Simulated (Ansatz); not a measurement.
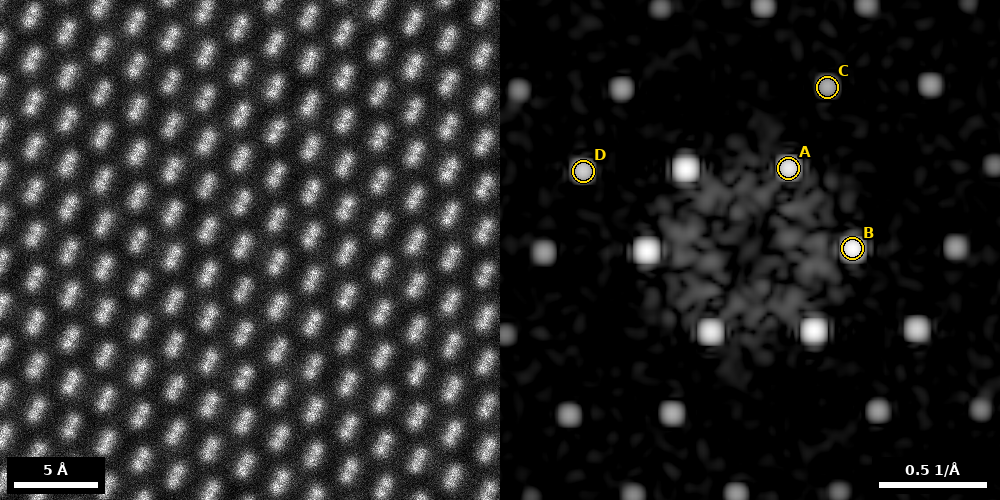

iDPC-like image of a crystal. Simulated as the projected potential of neutral atoms (B = 0.3 Å²) blurred by a 0.50 Å probe, the thin-sample limit of integrated differential phase contrast. Shot noise and the speckle of an amorphous layer were added.

The right panel is the modulus of the image's Fourier transform on a logarithmic scale.

Which lattice spacings do the marked spots stand for, and what angle do A and B enclose?

A: 2.4 Å, B: 2.1 Å, C: 1.2 Å, D: 1.2 Å; A and B enclose about 64°.

The crystal is Rh (P6_3/mmc, No. 194) along [101]; the spots are (0 -1 0), (-1 0 1), (0 -2 0) and (2 -1 -2). Structure used: the end point of a relaxation with DFT PBE, scalar-relativistic, plane waves, PAW in Ansatz 0.2.0; the starting structure was generated, so it need not be a known form of this composition.
